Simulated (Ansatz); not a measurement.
NbP, space group I4_1md (No. 109), a = 3.320 Å, b = 3.320 Å, c = 11.298 Å, α = 90.00°, β = 90.00°, γ = 90.00°

```csv
site,Wyckoff,x,y,z
Nb,4a,0.5000,0.5000,0.0002
P,4a,0.0000,0.0000,0.0824
```

Source: the end point of a relaxation with DFT, PBEsol, plane waves, PAW in Ansatz.

### Describe the coordination of Nb.

NbP6: an essentially ideal trigonal prism (coordination number 6, S = 0.01; next best octahedron, S = 16.8). Bonds: 6 × Nb–P 2.52 Å. The next neighbour, not counted, lies at 3.28 Å.

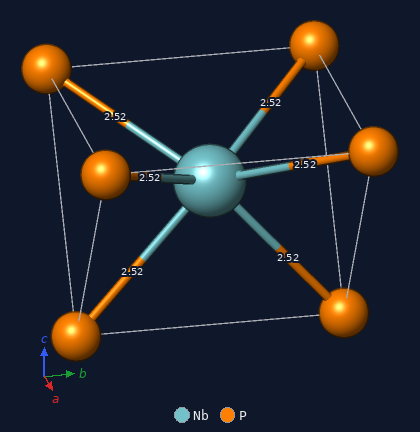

The polyhedron about Nb. Shape measures S are computed against regular polyhedra or, for capped shapes, the nearer of the equal-edge and equal-bond forms.
